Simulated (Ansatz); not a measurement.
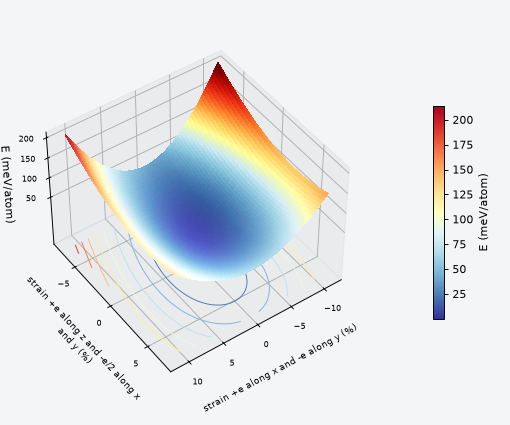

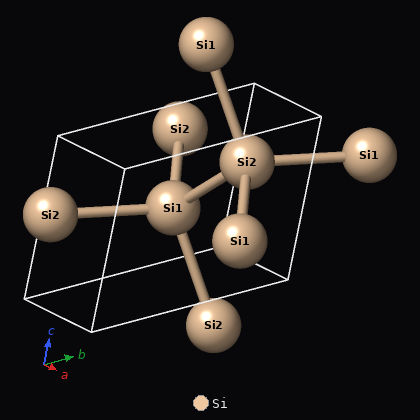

Energy landscape of Si (Fd-3m, No. 227; 2 atoms in the cell). The energy is mapped over two homogeneous strains (x, y and z along the cube axes). First axis: strain +e along x and -e along y. Second axis: strain +e along z and -e/2 along x and y. Nothing is relaxed (symmetry fixes all fractional coordinates). Grid: 9 × 9 points; 45 points were computed and 36 follow by symmetry. Points are written as (first, second). All energies are given in meV/atom relative to the lowest grid point. The band gap closes in part of the range. Level of theory: DFT PBE, scalar-relativistic, plane waves, PAW in Ansatz. Settings: cutoff 420 eV, k-mesh 8×8×8, gaussian smearing 0.05 eV, no spin polarisation.

In the figure: a relief with its contours projected below. Between grid points the surface is interpolated. The second picture is the structure at the lowest point

Q: Summarise what can be read from the map.

A: The lowest grid point is at (0.00 %, 0.00 %). No other kind of well shows on this grid. The highest grid point, (−11.00 %, −7.00 %), lies 214 meV/atom above the lowest. Round the minimum the two coordinates are nearly uncoupled.

Each point was launched as `ansatz run input.yaml --threads 1 --pin off --max-ram 2048MiB --backend cpu --events-out ev --progress --plain --runs-dir out`. Time for the 45 points that were run: 89 s on 1 thread of Arm Neoverse V1 (shared host).
